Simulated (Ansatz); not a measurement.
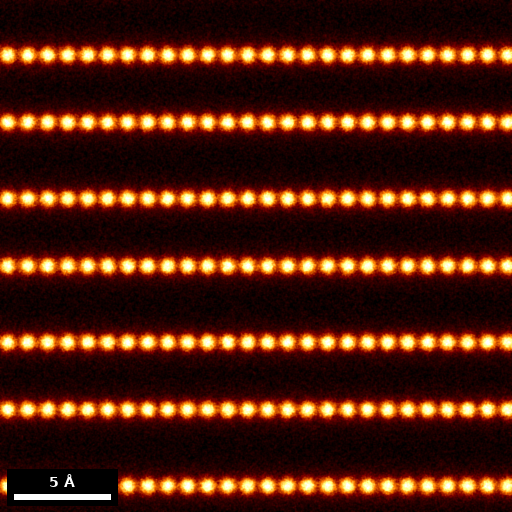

HAADF-like image of a crystal. Simulated incoherent Z contrast: every atom adds Z^1.7 spread by a probe of 0.59 Å full width; channelling and multiple scattering are left out. The probe carries 25 % of its weight in a tail 2.5 times as wide. The display is stretched by a gamma of 0.8; percentages refer to the linear signal. Shot noise was added.

### Give the net of the columns and its spacings.

The pattern repeats on a rectangular net of 1.0 × 7.4 Å.

### Which plane group does this projection have?

p2mm: mirror lines in two perpendicular directions, with twofold points where they cross.

### How many columns does the smallest repeating cell hold, and how many levels of brightness?

2 columns in the primitive cell of 7.7 Å², all of one brightness.

The crystal is Sr (Fmmm, No. 69) seen along [120]. Model: the end point of a relaxation with DFT PBE, scalar-relativistic, plane waves, PAW (Ansatz); the starting structure was generated, so it need not be a known form of this composition.
